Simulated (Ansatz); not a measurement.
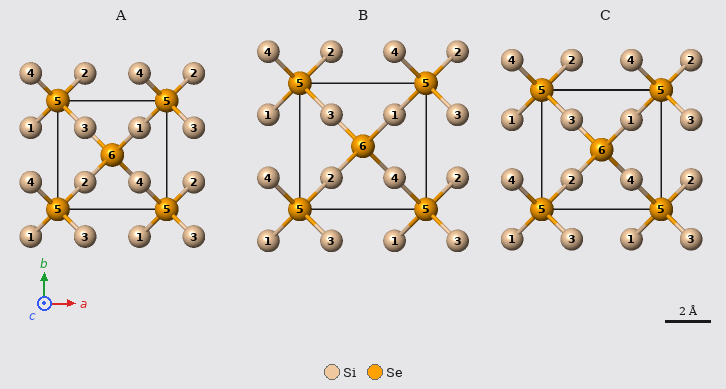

3 geometries from one relaxation of solid Si2Se (a generated structure, set up in Pn-3m) (coarse preliminary run), in shuffled order. Style: ball-and-stick. Shown: the cell of the calculation, along the c axis.

The calculation used DFT PBE, scalar-relativistic, plane waves, PAW in Ansatz 0.2.0. (plane-wave cutoff 420 eV; k-point mesh 4 × 4 × 4; occupations gaussian; smearing width 0.1 eV; no spin polarisation; cell and atoms relaxed; force threshold 0.04 eV/Å; at most 70 steps)

Put them in the order of the run, from the start to the converged end.

Answer. A, C, B. They are steps 0, 2, 7, at +4.240 eV per cell of the calculation, +0.515 eV per cell of the calculation relative to the last. The energy falls by 4.240 eV per cell of the calculation in 5 accepted moves (7 points after the start). All forces vanish by symmetry, so only the cell relaxes. The pressure goes from 31.31 to 0.07 GPa. At 2 points the geometry stayed and the basis and grid were re-selected for the new cell (energy shift of 50.6 meV per cell of the calculation at most each time). The atoms keep their places relative to the cell (all moves are under 0.005 Å). Cell: a = b = c 4.874 → 5.652 Å (+16.0 %). Volume +56.0 %. Near-neighbour distances that change, for instance: Si1–Se5 2.110 → 2.448 Å. The space group stays Pn-3m (No. 224). Cost: 14 s on 1 thread of Intel(R) Xeon(R) 6975P-C (Granite Rapids) (shared host), peak memory 0.48 GiB.
